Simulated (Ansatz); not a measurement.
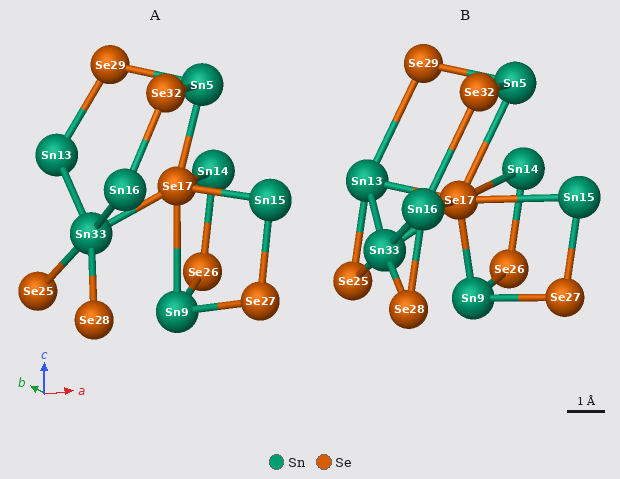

Two geometries of a defect cell of composition Sn$_{17}$Se$_{16}$, drawn at one scale. One is the start of a relaxation, the other its converged end. The picture is a ball-and-stick view of the atoms within 4.2 Å of the atom that moves most (axes of the conventional cell (2 times the calculation's cell) (origin shifted)), seen slightly off an axis. Lengths and directions refer to the drawn axes.

All numbers below come from Ansatz 0.2.0, DFT PBE, scalar-relativistic, plane waves, PAW. Set-up: plane-wave cutoff 420 eV; k-point mesh 2 × 2 × 2; occupations gaussian; smearing width 0.01 eV; no spin polarisation; atoms relaxed in a fixed cell; force threshold 0.025 eV/Å; at most 45 steps.

Which geometry has the lower energy?

Structure A is the relaxed one. Case: Sn interstitial, charge +0, atoms relaxed at the host's cell. After 10 accepted moves (12 points after the start) the energy has fallen by 5.364 eV per cell of the calculation. The largest force component goes from 4.5 to 0.014 eV/Å. The line search rejected the trial steps at points 7, 10 of the run. The atom that moves furthest is Se17 (0.89 Å along [3 0 1]). By element the largest moves are Se 0.89 Å, Sn 0.79 Å. The lattice vectors keep their values. Some distances before and after: Sn13–Se25 2.786 → 3.748 Å, Sn13–Se17 2.822 → 3.643 Å, Sn9–Se17 2.786 → 3.494 Å, Sn5–Se17 3.543 → 2.861 Å. Bond angles that change, for instance: Se26–Sn9–Se27 96.3° → 104.3°.
